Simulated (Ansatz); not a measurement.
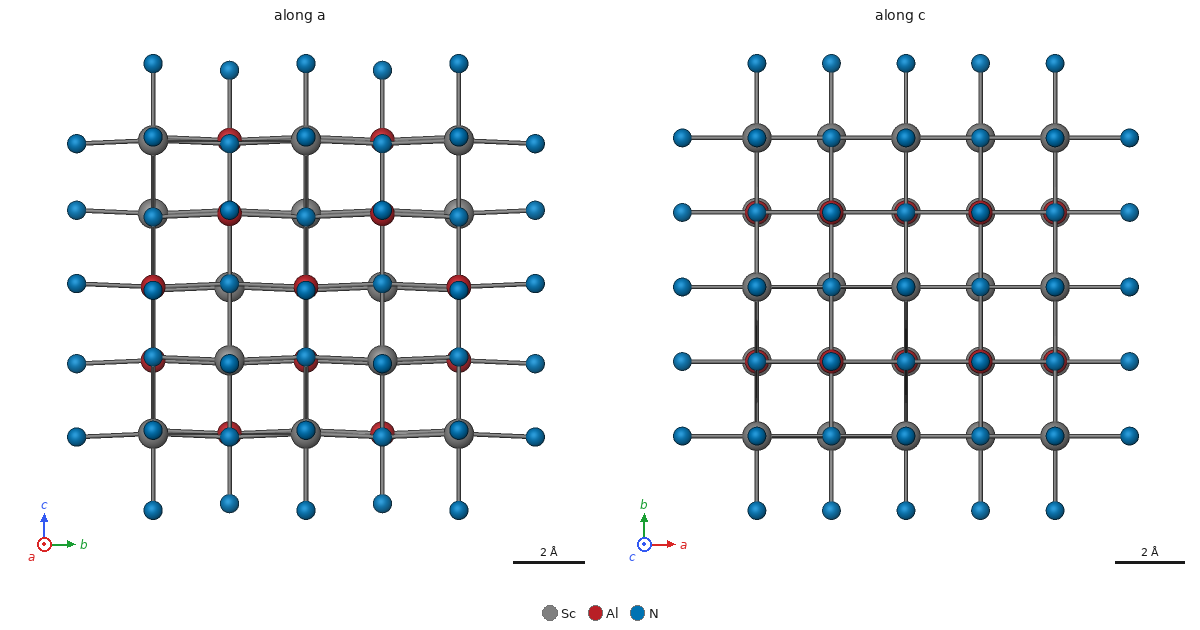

Ball-and-stick drawing of the structure, looking along the a axis and along the c axis. The conventional unit cell (solid box) is repeated to 2×2×1 cells. A few atoms beyond the faces are included.

ScAlN2, space group I4_1/amd (No. 141), a = 4.35 Å, b = 4.35 Å, c = 8.35 Å, α = 90.00°, β = 90.00°, γ = 90.00°.

Level of theory and settings: Ansatz 0.2.0, DFT PBEsol, scalar-relativistic, plane waves, PAW, plane-wave cutoff 420 eV, k-points about 0.20 Å⁻¹ apart, Gaussian smearing of 0.02 eV, no spin polarisation.

Classify it as metallic or gapped, with the value.

Answer. A semiconductor at this level, with a gap of 0.86 eV on the k-mesh (the true edges may lie between mesh points, so the gap can be somewhat smaller).

The structure comes from a structure listed in the Materials Project. The final geometry of a relaxation with Ansatz, DFT PBEsol, scalar-relativistic, plane waves, PAW is shown.
